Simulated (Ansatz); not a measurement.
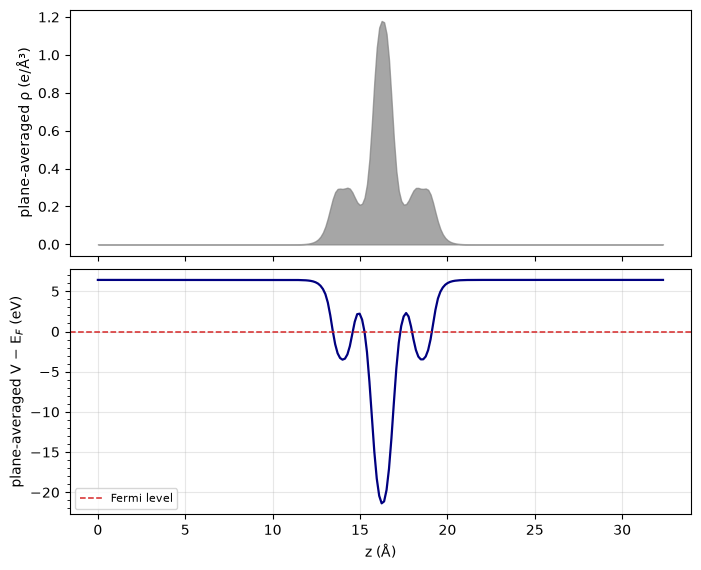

Figure 1: WS₃. Plane average of the electrostatic potential energy of an electron and of the valence charge density (pseudo) across the slab.

A structure generated by program, which may or may not match a known phase.

All numbers below come from Ansatz, DFT PBE, scalar-relativistic, plane waves, PAW.

Core electrons are frozen (PAW), and the valence fields are smoothed inside the atomic spheres.

### What is the work function?

The potential is flat in the vacuum, 6.42 eV above the Fermi level; this is the work function, the same on both faces.

### What are the slab's thickness and the vacuum gap?

The outermost nuclei are 4.6 Å apart, in 3 atomic planes; the vacuum between periodic images is 27.9 Å wide.
